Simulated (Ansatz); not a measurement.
**Band-structure calculation, with input and output: HfS$_{2}$**

The run: band-structure calculation of HfS$_{2}$ (P-3m1, 3 atoms in the cell). Method and program: DFT, PBE, plane waves, PAW, no spin polarisation (Ansatz 0.2.0).

The structure derives from a Materials Project entry. The geometry comes from this level: r2scan-rvv10 (a point of a series of strains). It belongs to a series of runs on one base structure; here: uniaxial_z strain -3.5%. Figures and captions count atoms from 1; the log counts them from 0 in places.

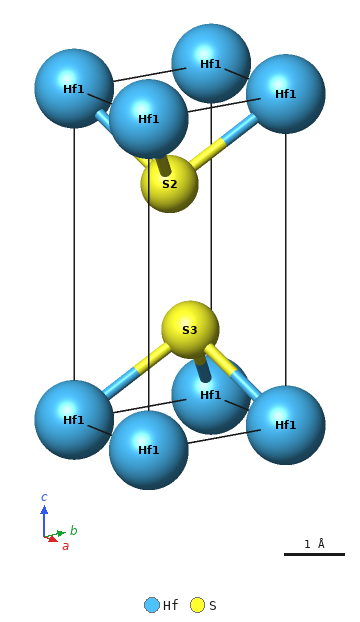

The structure as given in the input (ball-and-stick view of the cell of the calculation, seen slightly off an axis; atoms are numbered from 1 in the order of the input). Near neighbours in the crystal (not all of them lie inside the picture): Hf has 6 S at 2.54 Å; S has 3 Hf at 2.54 Å.

Key numbers:

```json
{"quantity": "outcome", "value": "converged"}
{"quantity": "space group (tolerance 0.01 Å)", "value": "P-3m1 (164)"}
{"quantity": "electrons treated", "value": "38"}
{"quantity": "free energy", "value": "−17530.1307 eV"}
{"quantity": "Fermi energy", "value": "10.243 eV"}
{"quantity": "gap on the k-point mesh", "value": "0.85 eV"}
{"quantity": "pressure", "value": "2.98 GPa"}
{"quantity": "largest force (length of the vector)", "value": "0.133 eV/Å"}
{"quantity": "hardware", "value": "4 threads of Arm Neoverse N1, 98 GiB of memory available, shared host"}
{"quantity": "wall time", "value": "3.9 s (CPU time 13 s)"}
{"quantity": "peak memory", "value": "0.41 GiB"}
```

Remarks:

Spin–orbit coupling is left out, which matters for Hf.

Input file:
```yaml
crystal:
  lattice:
    - [3.6302450469, 0.0, 0.0]
    - [-1.8151225234, 3.1438844326, 0.0]
    - [0.0, 0.0, 5.6723636953]
  atoms:
    - { symbol: Hf, position: [0.0, 0.0, 0.0] }
    - { symbol: S, position: [0.6666666667, 0.3333333333, 0.7478241297] }
    - { symbol: S, position: [0.3333333333, 0.6666666667, 0.2521758703] }
kpoints:
  mp_grid: { grid: [12, 12, 4] }
  band_path:
    path:
      - [0.0, 0.0, 0.0]
      - [0.5, 0.0, 0.0]
      - [0.3333333333, 0.3333333333, 0.0]
      - [0.0, 0.0, 0.5]
      - [0.5, 0.0, 0.5]
      - [0.3333333333, 0.3333333333, 0.5]
      - [0.0, 0.25, 0.25]
      - [0.0, 0.5, 0.5]
    npoints: 1
hamiltonian:
  xc: pbe
scf:
  occupations: { method: fermi_dirac, width: 0.02 }
  n_extra_bands: 4
output:
  forces: true
  stress: true
  eigenvalues: true
  write_density: true
  write_potential: true
  elf: true
  volumetric_format: npy
```

Launch command:
```bash
ansatz run input.yaml --threads 4 --pin off --max-ram 5529MiB --backend cpu --events-out ev --progress --plain --runs-dir out
```

Output:
```
scf.n_extra_bands = 4 over 19 filled bands (N_el = 38.0): the run solves 23 bands
Engine: ansatz 0.2.0, aarch64-unknown-linux-gnu
Pseudopotentials: kind: paw
Pseudopotential: Hf, paw, valence charge 26, recommended cutoff 420 eV (normal), Hf.paw.azcp
Pseudopotential: S, paw, valence charge 6, recommended cutoff 420 eV (normal), S.paw.azcp
Functional definition: PBE
  parameter kappa = 0.804
  parameter beta = 0.06672455060314922
  exchange = pbe_x(kappa = kappa, mu = beta*pi^2/3)
  correlation = pbe_c(beta = beta)
Crystal: 3 atoms, lattice volume = 64.739 Å³
Basis set: ecut = 420 eV, 1243 PW (Γ), exchange–correlation on 50×50×80 points (8 copies of the dense FFT grid, shifted against one another)
Bands: 23, of which v1, the nominal top of the filled ones, is band 19 counted from 1 (18 counted from 0)
Symmetry: 12 space group operations
Space group: P-3m1 (ITA 164), of the structure as read, at distance tolerance 4.0e-5 Å
k-points: 69 of 576
Non-local potential: Hf, projectors of the file, l = 0: 3, l = 1: 2, l = 2: 2, l = 3: 3
Non-local potential: S, projectors of the file, l = 0: 2, l = 1: 2, l = 2: 2
PAW form: soft (Blöchl's): semilocal exchange-correlation on the pseudo side does not see the compensation charge
PAW one-centre angular grid: Hf, 590 points (default); XC on 64 Gauss nodes
PAW one-centre angular grid: S, 110 points (default); XC on 64 Gauss nodes
Initial density: superposition of atomic densities (neutral atoms: chi_scale 0, normalization atom), corrected by the library's trained network
Initial wavefunctions: pseudopotential atomic-orbital guess
Functional: x = pbe(κ = 0.804, μ = 0.2195149727645171), c = pbe(β = 0.06672455060314922)
SCF iter   1: F=—  HF=-17530.130663 eV  |F-HF|=—  |Δ(HF+E_count)|=         —  Δρ=1.49e-3  dr2=7.01e-4  ethr=1.77e-3  ⟨swp⟩=6.0  Hψ=6766  notcnv=0
preconditioner: auto → Resta (q_TF=auto, 2.496 Å⁻¹)  ε∞=5.6  [insulator: Δε(μ)=0.849 eV  Ē_g=11.753 eV  σ=0.020 eV  W_gap=1.00  n_scr=22 (ndim 8)  ℏωp=25.3 eV  f_vac=0.041  D(μ)=0.00/eV (n_scr^D=0)  ε∞_Penn≈5.6]
SCF iter   2: F=—  HF=-17530.130270 eV  |F-HF|=—  |Δ(HF+E_count)|=   3.93e-4  Δρ=8.86e-4  dr2=2.71e-4  ethr=1.84e-6  ⟨swp⟩=2.6  Hψ=3544  notcnv=0
SCF iter   3: F=—  HF=-17530.130589 eV  |F-HF|=—  |Δ(HF+E_count)|=   3.18e-4  Δρ=1.90e-4  dr2=6.93e-5  ethr=7.14e-7  ⟨swp⟩=2.0  Hψ=2514  notcnv=0
SCF iter   4: F=—  HF=-17530.130675 eV  |F-HF|=—  |Δ(HF+E_count)|=   8.66e-5  Δρ=9.07e-5  dr2=1.45e-5  ethr=1.82e-7  ⟨swp⟩=2.6  Hψ=2175  notcnv=0
SCF iter   5: F=—  HF=-17530.130678 eV  |F-HF|=—  |Δ(HF+E_count)|=   2.98e-6  Δρ=3.55e-5  dr2=1.05e-6  ethr=3.82e-8  ⟨swp⟩=2.8  Hψ=2616  notcnv=0
SCF iter   6: F=—  HF=-17530.130678 eV  |F-HF|=—  |Δ(HF+E_count)|=   3.64e-7  Δρ=1.47e-5  dr2=1.69e-7  ethr=2.76e-9  ⟨swp⟩=2.0  Hψ=2890  notcnv=0
SCF iter   7: F=-17530.130678 eV  HF=-17530.130678 eV  |F-HF|=4.32e-8  |Δ(HF+E_count)|=   3.11e-7  Δρ=5.70e-6  dr2=2.85e-8  ethr=2.63e-10  ⟨swp⟩=9.1  Hψ=11474  notcnv=0
SCF 1 converged in 7 iterations: F = -17530.130678 eV  dr2 = 2.85e-8
  greatest PAW one-centre occupation: 0.999 electrons in one spin orbital (limit 2), on the Hf atom at site 0 (counted from 0), in its partial waves of l = 0
```

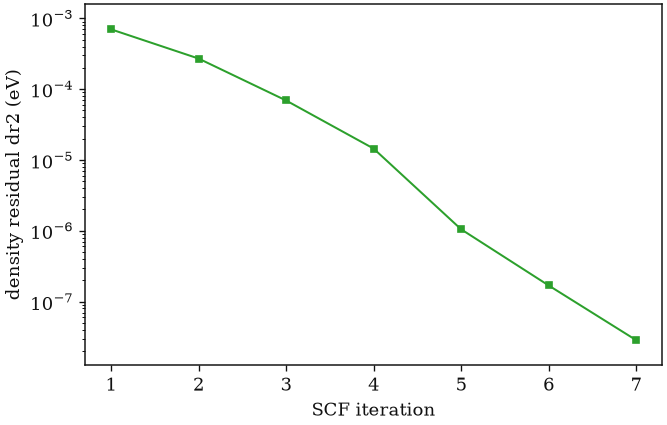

Convergence of the self-consistent field: density residual dr2 against the SCF iteration. The residual falls at every step.

```
NSCF: frozen V_eff on 8 k-points
SCF converged after 7 iterations
Free energy (F): -17530.130678 eV
Harris-Foulkes:  -17530.130678 eV  (|F-HF|=4.32e-8)
Internal energy: -17530.130678 eV  (E = F + TS)
E sigma→0 (E₀):  -17530.130678 eV
Fermi energy:    10.242821 eV
--- Per-component energies (eV) ---
  E_band       = -188.584238
  E_kinetic    = 635.335934
  E_local      = -7936.336623  (includes V_loc(G=0)·N_el)
  E_nonlocal   = -1186.772732
  E_hartree    = 3662.781181
  E_xc         = -494.490896
  E_vxc        = -441.331966  (∫ρ·V_xc dr)
  E_paw        = -8127.520556  (= ΣΔE_a)
  E_vpaw       = 1414.961466  (= ΣTr[D̂ρ^β])
  E_aug_tail   = 0.000002  (compensation charges beyond the density's cutoff)
  E_ewald      = -4083.126987
  E_smearing   = -0.000000  (= −TS)
  E_closure    = 0.000000  (closes the sum)
  Σ components = -17530.130678   (vs F -17530.130678, Δ=0.00e0)
--- Forces (eV/Å), atoms counted from 1 ---
  atom   1  Hf     0.00000000    -0.00000000     0.00000000
  atom   2  S      0.00000000    -0.00000000    -0.13317897
  atom   3  S     -0.00000000     0.00000000     0.13317897
  max |Σ_I F_I| component: 2.78e-17 eV/Å
--- Stress (GPa, compression-positive) ---
        2.296410       0.000000      -0.000000
        0.000000       2.296410      -0.000000
        0.000000      -0.000000       4.348069
  P = ⅓ Tr σ = 2.9803 GPa (29.803 kbar)
--- Band table (eV; the first three rows and the last of 69) ---
  k-point 0: bands = ["-52.4045", "-21.0999", "-20.9835", "-20.9835", "-3.6424", "-2.5287", "-2.3616", "-2.3433", "-2.3433", "-2.3347", "-2.3347", "-2.3205", "-1.5697", "4.6703", "6.7065", "6.7065", "9.5029", "9.5029", "9.8211", "11.5459", "11.5459", "12.2268", "14.9189"]
  k-point 1: bands = ["-52.4045", "-21.1001", "-20.9835", "-20.9835", "-3.5047", "-2.5709", "-2.3616", "-2.3434", "-2.3434", "-2.3346", "-2.3346", "-2.3205", "-1.7818", "5.2156", "6.7365", "6.7365", "8.8251", "9.4022", "9.4022", "11.5132", "11.5132", "12.3958", "15.2031"]
  k-point 2: bands = ["-52.4045", "-21.1003", "-20.9835", "-20.9835", "-3.3083", "-2.6705", "-2.3616", "-2.3434", "-2.3434", "-2.3346", "-2.3346", "-2.3205", "-1.9862", "6.0834", "6.7680", "6.7680", "7.6577", "9.3044", "9.3044", "11.4798", "11.4798", "12.4531", "15.5280"]
  k-point 68: bands = ["-52.3972", "-21.1196", "-21.1196", "-21.0563", "-2.4558", "-2.4558", "-2.3500", "-2.3469", "-2.3426", "-2.3426", "-2.3263", "-1.8715", "-1.8715", "5.7526", "5.7526", "5.8698", "7.2544", "7.8285", "7.8285", "12.3500", "12.9141", "12.9141", "15.9343"]
```

File rho_z.tsv:
```
# z_ang	rho[e/angstrom^3]
# format = ansatz-planar-average/11
# lattice	3.630245047	-0.000000000	0.000000000
# lattice	-1.815122523	3.143884433	0.000000000
# lattice	0.000000000	0.000000000	5.672363695
# sites	3
# site	72	0.000000000	0.000000000	0.000000000
# site	16	1.815122523	1.047961478	4.241930444
# site	16	0.000000000	2.095922955	1.430433252
0.000000	2.408520e0
0.141809	2.228937e0
0.283618	1.776880e0
0.425427	1.249337e0
0.567236	8.231204e-1
0.709045	5.683361e-1
0.850855	4.559039e-1
0.992664	4.183572e-1
1.134473	4.017924e-1
1.276282	3.840872e-1
1.418091	3.658001e-1
1.559900	3.506867e-1
1.701709	3.336174e-1
1.843518	3.042225e-1
1.985327	2.581794e-1
2.127136	2.021080e-1
2.268945	1.479571e-1
2.410755	1.047559e-1
2.552564	7.540654e-2
2.694373	5.888761e-2
2.836182	5.359558e-2
2.977991	5.888761e-2
3.119800	7.540654e-2
3.261609	1.047559e-1
3.403418	1.479571e-1
3.545227	2.021080e-1
3.687036	2.581794e-1
3.828845	3.042225e-1
3.970655	3.336174e-1
4.112464	3.506867e-1
4.254273	3.658001e-1
4.396082	3.840872e-1
4.537891	4.017924e-1
4.679700	4.183572e-1
4.821509	4.559039e-1
4.963318	5.683361e-1
5.105127	8.231204e-1
5.246936	1.249337e0
5.388746	1.776880e0
5.530555	2.228937e0
```

File v_z.tsv:
```
# z_ang	v_es[eV]	v_tot[eV]
# format = ansatz-planar-average/11
# xc	pbe
# density_cutoff_ev	1680
# datasets	Hf=:simpson_from_first_knot:soft	S=:simpson_from_first_knot:soft
# lattice	3.630245047	-0.000000000	0.000000000
# lattice	-1.815122523	3.143884433	0.000000000
# lattice	0.000000000	0.000000000	5.672363695
# sites	3
# site	72	0.000000000	0.000000000	0.000000000
# site	16	1.815122523	1.047961478	4.241930444
# site	16	0.000000000	2.095922955	1.430433252
0.000000	-4.117098e-1	-1.346223e1
0.141809	-2.521541e-1	-1.317210e1
0.283618	2.443446e-1	-1.233473e1
0.425427	1.093331e0	-1.107114e1
0.567236	2.153374e0	-9.655634e0
0.709045	2.981136e0	-8.553862e0
0.850855	3.322881e0	-7.979021e0
0.992664	3.389455e0	-7.807043e0
1.134473	3.549257e0	-7.720637e0
1.276282	3.926322e0	-7.438962e0
1.418091	4.437707e0	-6.860497e0
1.559900	5.077318e0	-5.890115e0
1.701709	5.951927e0	-4.439660e0
1.843518	7.271504e0	-2.411526e0
1.985327	9.121924e0	1.547962e-1
2.127136	1.116179e1	2.920663e0
2.268945	1.281897e1	5.344572e0
2.410755	1.385622e1	7.122764e0
2.552564	1.445053e1	8.329335e0
2.694373	1.476873e1	9.034459e0
2.836182	1.486665e1	9.260915e0
2.977991	1.476873e1	9.034459e0
3.119800	1.445053e1	8.329335e0
3.261609	1.385622e1	7.122764e0
3.403418	1.281897e1	5.344572e0
3.545227	1.116179e1	2.920663e0
3.687036	9.121924e0	1.547962e-1
3.828845	7.271504e0	-2.411526e0
3.970655	5.951927e0	-4.439660e0
4.112464	5.077318e0	-5.890115e0
4.254273	4.437707e0	-6.860497e0
4.396082	3.926322e0	-7.438962e0
4.537891	3.549257e0	-7.720637e0
4.679700	3.389455e0	-7.807043e0
4.821509	3.322881e0	-7.979021e0
4.963318	2.981136e0	-8.553862e0
5.105127	2.153374e0	-9.655634e0
5.246936	1.093331e0	-1.107114e1
5.388746	2.443446e-1	-1.233473e1
5.530555	-2.521541e-1	-1.317210e1
```

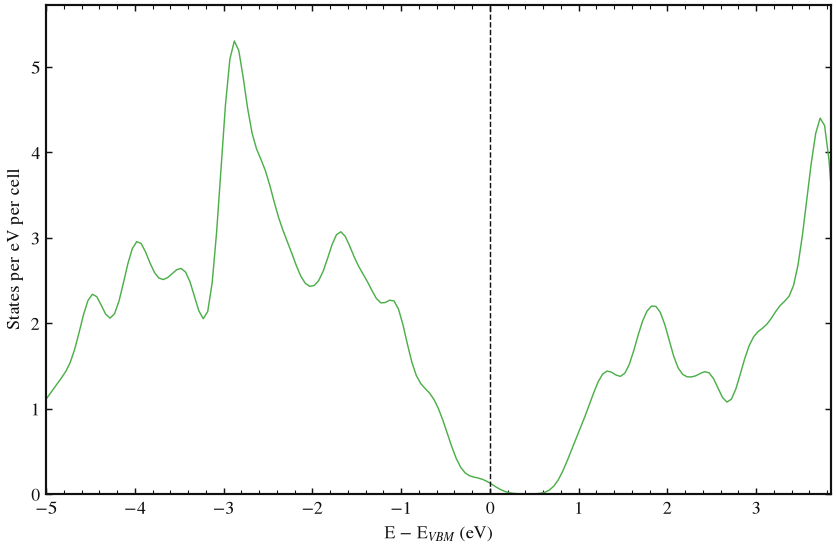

Density of states (the curve is built from the levels of the k mesh with Gaussians 0.3 eV wide, which also blur the band edges), with energies from the valence-band top. There is a gap of 0.85 eV on the k-point mesh. Small ripples come from the finite k-point mesh.

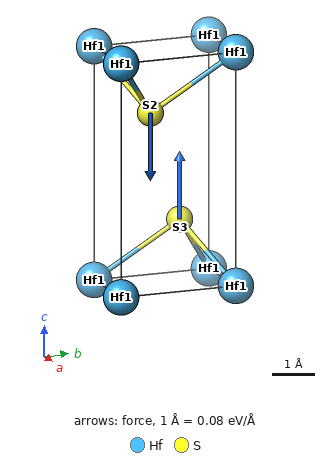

Forces on the atoms as blue arrows (ball-and-stick view of the cell of the calculation, seen slightly off an axis; atoms are numbered from 1 in the order of the input). The largest act on S2, S3 (0.13 eV/Å). The geometry is not a stationary point of this energy.

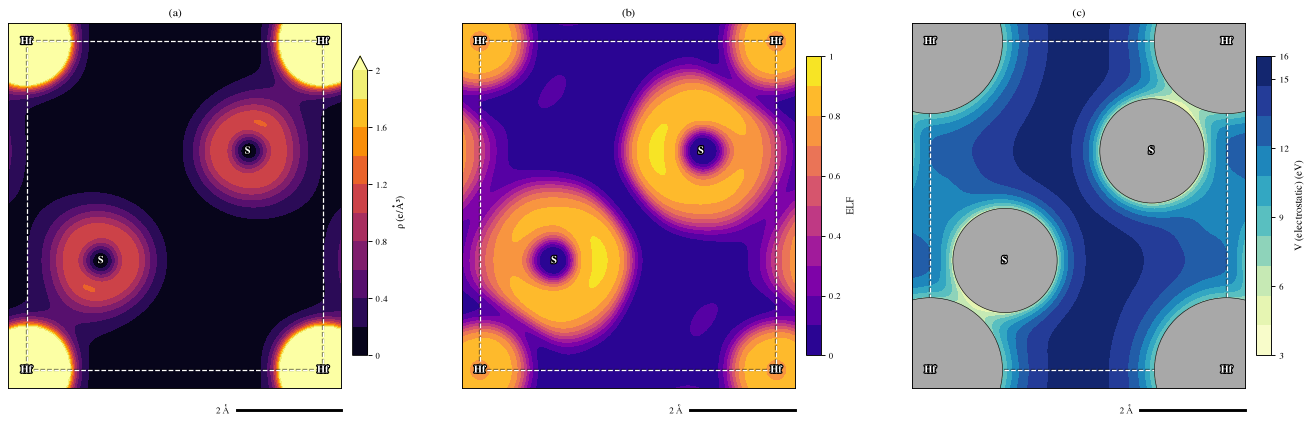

(a) valence charge density (pseudo); (b) ELF; (c) electrostatic potential (local pseudopotential plus Hartree) felt by an electron on the (110) plane of the conventional cell. Grey discs, where drawn, cover atomic cores. The plane passes through Hf and S nuclei. Hf–S (2.54 Å): ρ at the midpoint is about 0.47 e/Å³; the ELF is about 0.40 at the midpoint. Away from the nuclei the density in this plane falls to 0.01 e/Å³ at its lowest. The strong features right at Hf lie inside the PAW spheres (semicore, d or f shells) and say nothing about bonding. Outside the cores the potential energy rises away from the atoms and is highest about 2.1 Å from the nearest atoms; outside the discs it spans about 11 eV, and its zero is arbitrary. In a PAW calculation such maps are meaningful between the atoms, not at the nuclei.

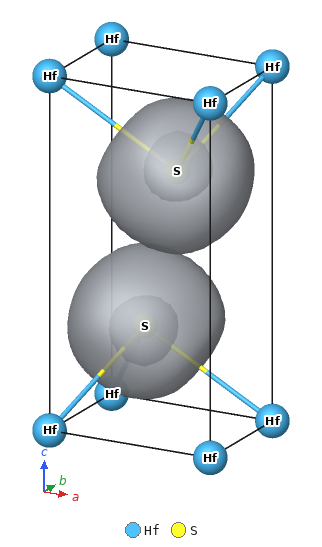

Isosurface of the electron localisation function at 0.7 (grey), seen slightly off an axis. Only the valence region is drawn (cores and ρ < 0.01 e/Å³ removed). Sticks mark near contacts. The outline is the cell set on symmetry axes. Profiles from the grid: Hf–S (2.54 Å): the ELF is about 0.40 at the midpoint.

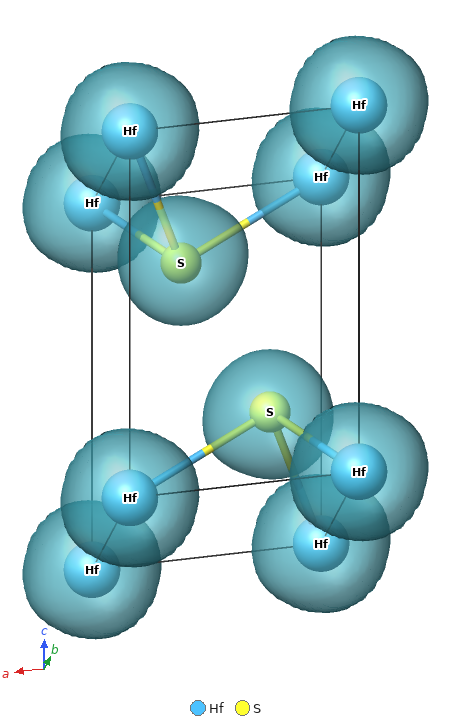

Isosurface of the valence charge density (pseudo) at 0.6 e/Å³ (cyan), seen at an oblique angle. Sticks mark near contacts. The outline is the cell set on symmetry axes. At this value the density breaks into separate islands; it holds about 75 % of the electrons treated as valence (semicore included). It is pinched off along the Hf–S (2.54 Å) contacts. On the grid the lowest density along these lines, outside the cores, is 0.46 e/Å³ (Hf–S, 2.54 Å).
